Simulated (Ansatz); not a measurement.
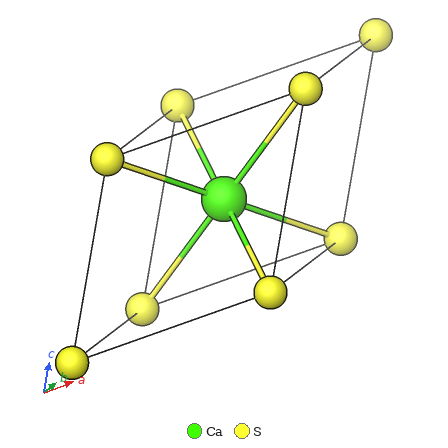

System: CaS, space group Fm-3m (No. 225) (cell built by us, not taken from a database). The picture shows the cell.

Input file:
```
crystal:
  lattice:
    - [0.0, 2.8559026101, 2.8559026101]
    - [2.8559026101, 0.0, 2.8559026101]
    - [2.8559026101, 2.8559026101, 0.0]
  atoms:
    - { symbol: Ca, position: [0.5, 0.5, 0.5] }
    - { symbol: S, position: [0.0, 0.0, 0.0] }
basis:
  ecutwfc: 420
kpoints:
  mp_grid: { grid: [8, 8, 8] }
hamiltonian:
  xc: pbe
scf:
  occupations: { method: fixed }
output:
  forces: true
  stress: true
  eigenvalues: true
elastic:
  mode: relaxed_ion
  stencil: two_point
```

Command:
```bash
ansatz run input.yaml --threads 1 --pin off --max-ram 2048MiB --backend cpu --events-out ev --progress --plain --runs-dir out
```

How it was computed, with Ansatz 0.2.0: elastic stress-strain coefficients at zero temperature from small strains of the given cell, Voigt order xx yy zz yz xz xy, Cartesian axes of the cell vectors; plane waves with PAW datasets, Γ-centred k mesh. Level: PBE, no spin polarisation.

- wave cutoff: 420 eV
- k mesh: 8×8×8
- occupations: fixed
- ions: relaxed
- strain amplitude: 0.002

Predict the Young's modulus as a surface whose radius and colour give its value in each direction.

Over all directions E runs from 84 to 115 GPa, a ratio of 1.37. E is 115 GPa along x, y and z alike, and 84 GPa along the body diagonal x + y + z. The Hill averages are K = 57 GPa and G = 39 GPa, Poisson's ratio 0.22; K/G = 1.45.

Stiffness matrix C (GPa), Voigt order:
```tsv
	xx	yy	zz	yz	xz	xy
xx	123.2	23.9	23.9	0.0	0.0	0.0
yy	23.9	123.2	23.9	0.0	0.0	0.0
zz	23.9	23.9	123.2	0.0	0.0	0.0
yz	0.0	0.0	0.0	33.6	0.0	0.0
xz	0.0	0.0	0.0	0.0	33.6	0.0
xy	0.0	0.0	0.0	0.0	0.0	33.6
```

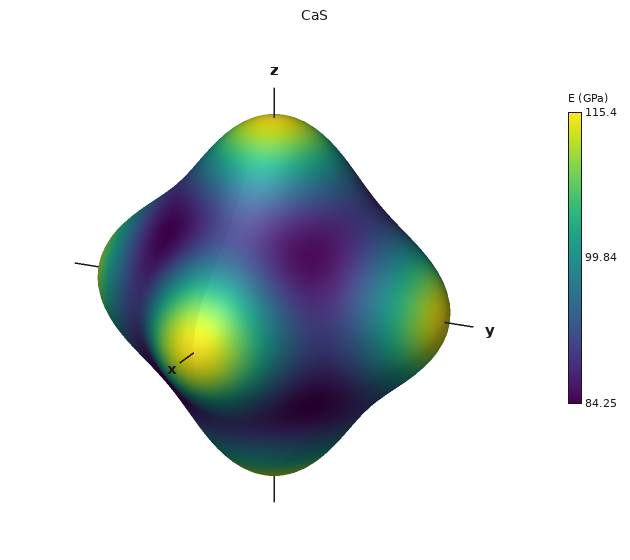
